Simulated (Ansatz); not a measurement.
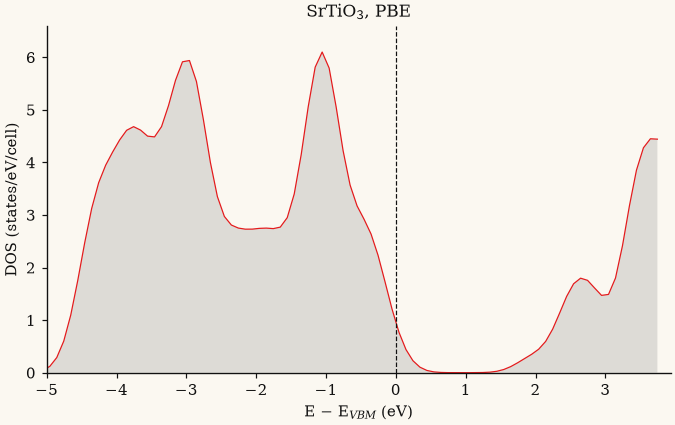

Density of states. Energies are counted from the top of the valence band. The DOS curve is built from the levels of the k mesh with Gaussians 0.55 eV wide, which also blur the band edges; ripples of that width can come from the mesh.

The material is cubic perovskite-type SrTiO$_{3}$, space group Pm-3m, 5 atoms in the cell, relaxed with r2SCAN; cubic a = 3.907 Å.

Ansatz; PBE, Ansatz PAW set, no spin polarisation, no spin-orbit coupling, 6×6×6 k mesh, 420 eV cutoff.

### Is there a gap at the Fermi level, and how wide?

There is a gap; over the k points computed it is 1.88 eV (indirect; the smallest direct gap on the k mesh is 2.23 eV).

LDA, GGA and most meta-GGA functionals understate gaps. The cell is at 4 GPa in this functional. The cell was built by a generator and needn't be a form met in nature.
